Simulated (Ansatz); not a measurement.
The calculation's input:

```
crystal:
  lattice:
    - [3.6045557004, 0.0, 0.0]
    - [-1.8022778502, 3.121636806, 0.0]
    - [0.0, 0.0, 26.0366527694]
  atoms:
    - { symbol: O, position: [0.6666666667, 0.3333333333, 0.2697303601] }
    - { symbol: O, position: [0.0, 0.0, 0.3337126946] }
    - { symbol: Hf, position: [0.6666666667, 0.3333333333, 0.3411301407] }
    - { symbol: O, position: [0.3333333333, 0.6666666667, 0.3926818925] }
    - { symbol: O, position: [0.6666666667, 0.3333333333, 0.4603370979] }
    - { symbol: Hf, position: [0.3333333333, 0.6666666667, 0.4666024747] }
    - { symbol: O, position: [0.0, 0.0, 0.5180757688] }
    - { symbol: O, position: [0.3333333333, 0.6666666667, 0.5855740122] }
    - { symbol: Hf, position: [0.0, 0.0, 0.5919508629] }
    - { symbol: O, position: [0.6666666667, 0.3333333333, 0.6445788684] }
    - { symbol: O, position: [0.0, 0.0, 0.733966278] }
    - { symbol: Hf, position: [0.6666666667, 0.3333333333, 0.718178093] }
basis:
  ecutwfc: 420
kpoints:
  mp_grid: { grid: [9, 9, 1] }
  band_path:
    path:
      - [0.5, 0, 0]
      - [0, 0, 0]
      - [0.3333333333333, 0.3333333333333, 0]
      - [0.5, 0, 0]
    npoints: 12
hamiltonian:
  xc: pbe
scf:
  occupations: { method: gaussian, width: 0.05 }
  n_extra_bands: 30
output:
  forces: true
  eigenvalues: true
  populations: true
  fatbands: true
  write_density: true
  write_potential: true
  elf: true
  volumetric_format: npy
efield:
  axis: 3
  dipole_correction: true
  ramp_width: 0.04
```

Run with:

```sh
ansatz run input.yaml --threads 2 --pin off --max-ram 5120MiB --backend cpu --events-out ev --progress --plain --runs-dir out
```

Built by placing these elements on a known structure type.

These are results of DFT PBE, scalar-relativistic, plane waves, PAW in Ansatz, not measurements.

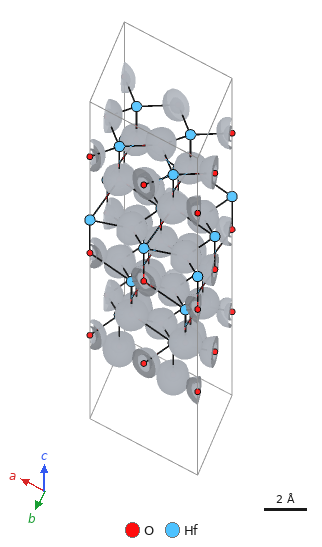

HfO$_{2}$ (slab). Isosurface of the ELF at 0.75 (grey), seen at an oblique angle. Only the valence region is drawn (cores and ρ < 0.01 e/Å³ removed). Sticks mark near contacts.

Question: Identify the bonds, lone pairs and shells in this picture.

Answer: At this value the surface marks out eight regions wrapped around O (the valence shell of each), counted in one cell of 12 atoms. Counts are for one cell; the picture repeats the cell along the surface. Profiles from the grid: Hf–O (1.86 Å): the ELF peaks at about 0.80 in the valence shell of O, 0.5 Å from its nucleus, and drops to about 0.30 between the two atoms; no shared electron pair shows on this line. Hf–O (1.92 Å): the ELF peaks at about 0.80 in the valence shell of O, 0.6 Å from its nucleus, and drops to about 0.25 between the two atoms; no shared electron pair shows on this line.

Question: Does the calculation give a band gap?

Answer: It is metallic or semimetallic at this level of theory: no gap opens.
